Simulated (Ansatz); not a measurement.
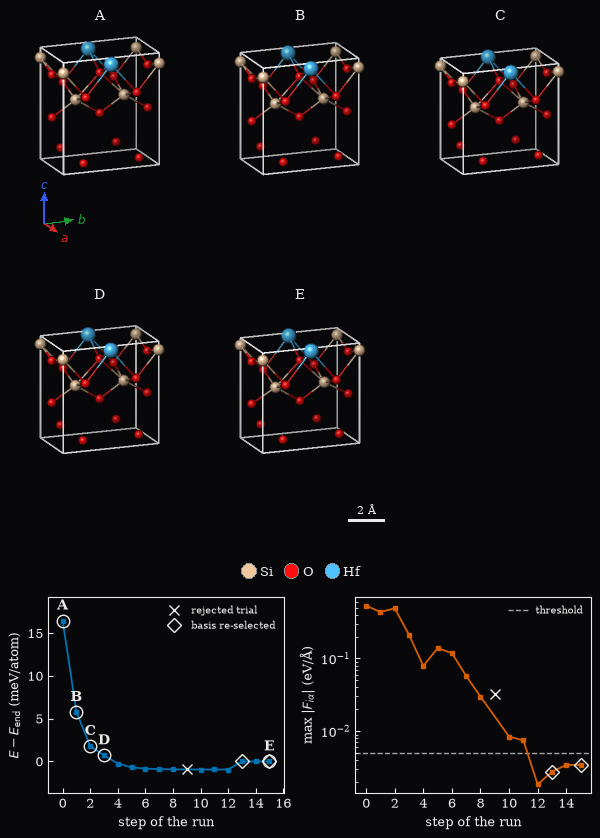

Frames of a relaxation of solid HfSi3O8 (built on the tetragonal host type), marked on the history of the run. The picture is a ball-and-stick view of the cell of the calculation, seen slightly off an axis.

These are results of DFT, r2SCAN, plane waves, PAW in Ansatz 0.2.0, not measurements. (plane-wave cutoff 500 eV; k-point mesh 6 × 4 × 4; occupations fermi dirac; smearing width 0.02 eV; no spin polarisation; cell and atoms relaxed; force threshold 0.005 eV/Å)

> What happens along the run?

An O atom moves most relative to the cell: 0.24 Å along −c. Largest moves by element: O 0.24 Å, Hf 0.16 Å, Si 0.12 Å. Cell: a 3.538 → 3.444 Å (−2.7 %), b 5.766 → 5.815 Å (+0.9 %), c 6.503 → 5.822 Å (−10.5 %). Volume −12.1 %. Near-neighbour distances that change, for instance: Hf–Hf 3.538 → 3.444 Å, O–Si 1.849 → 1.799 Å, O–Si 1.864 → 1.817 Å, O–Si 2.062 → 2.098 Å. Among the angles between lasting bonds that change: Si–O–Si 116.0° → 120.9°, O–Hf–O 124.7° → 120.1°, Hf–O–Hf 124.7° → 120.1°. The space group stays Pmm2 (No. 25). The energy falls by 16.5 meV per atom in 12 accepted moves (15 points after the start). The largest force component goes from 0.53 to 0.0034 eV/Å. The pressure goes from −6.57 to −0.01 GPa. The line search rejected the trial step at point 9 of the run. At 2 points the geometry stayed and the basis and grid were re-selected for the new cell (energy shift of 0.9 meV per atom at most each time). The run took 2.5 min on 1 × NVIDIA H100 80GB HBM3 with 2 threads of AMD EPYC 7R13 Processor (Zen 3), with other jobs on the host, peak memory 1.2 GiB. From step 0 to 1: O atoms move most (0.09 Å), volume −6.0 %, energy −10.7 meV per atom. From step 1 to 2: O atoms move most (0.09 Å), volume −5.8 %, energy −4.0 meV per atom. From step 2 to 3: an O atom moves most (0.03 Å), volume +1.4 %, energy −1.1 meV per atom. From step 3 to 15: an O atom moves most (0.08 Å), volume −2.0 %, energy −0.7 meV per atom.

| step | E − E(0), meV/atom | largest force component, eV/Å | pressure, GPa | volume, Å³/atom | note |
| --- | --- | --- | --- | --- | --- |
| 0 | 0.00 | 0.5317 | -6.57 | 11.054 |  |
| 1 | -10.71 | 0.4346 | -2.37 | 10.386 |  |
| 2 | -14.67 | 0.4899 | 2.19 | 9.783 |  |
| 3 | -15.77 | 0.2109 | 0.93 | 9.918 |  |
| 4 | -16.72 | 0.0788 | 0.39 | 9.815 |  |
| 5 | -17.18 | 0.1388 | 0.22 | 9.694 |  |
| 6 | -17.31 | 0.1183 | 0.16 | 9.691 |  |
| 7 | -17.38 | 0.0576 | -0.16 | 9.724 |  |
| 8 | -17.41 | 0.0299 | 0.05 | 9.709 |  |
| 9 | -17.40 | 0.0324 | -0.13 | 9.722 | rejected |
| 10 | -17.42 | 0.0084 | 0.02 | 9.710 |  |
| 11 | -17.42 | 0.0075 | -0.01 | 9.713 |  |
| 12 | -17.42 | 0.0019 | 0.00 | 9.712 |  |
| 13 | -16.48 | 0.0028 | 0.06 | 9.712 | same geometry, new basis |
| 14 | -16.48 | 0.0034 | -0.01 | 9.718 |  |
| 15 | -16.48 | 0.0034 | -0.01 | 9.718 | same geometry, new basis |
